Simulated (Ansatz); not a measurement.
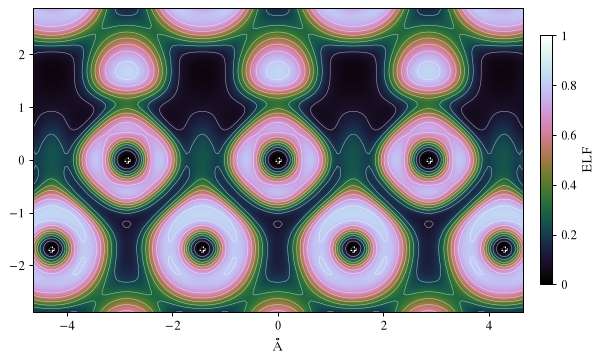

The ELF on a plane through atoms (crosses mark nuclei in the plane).

The calculation used Kohn-Sham DFT of a periodic cell, r2SCAN, Ansatz PAW (Ansatz 0.2.0).

Candidates:
A. TaN, a = 2.92 Å, b = 2.92 Å, c = 2.86 Å, α = 90.00°, β = 90.00°, γ = 120.00°. Space group P-6m2; computed pressure about 7 GPa in this cell.
B. Ta, a = 4.22 Å, b = 4.22 Å, c = 4.22 Å, α = 90.00°, β = 90.00°, γ = 90.00°. Space group Fm-3m; computed pressure about −2 GPa in this cell.

**Which candidate gave the map?**

Candidate A: TaN on the (110) plane of the conventional cell, which holds Ta and N. Ta–N (2.21 Å): the ELF peaks at about 0.80 in the valence shell of N, 0.7 Å from its nucleus, and is about 0.20 at the midpoint (no shared electron pair shows on this line). Ta–Ta (2.86 Å): the ELF is about 0.25 at the midpoint: no shared electron pair shows on this line.
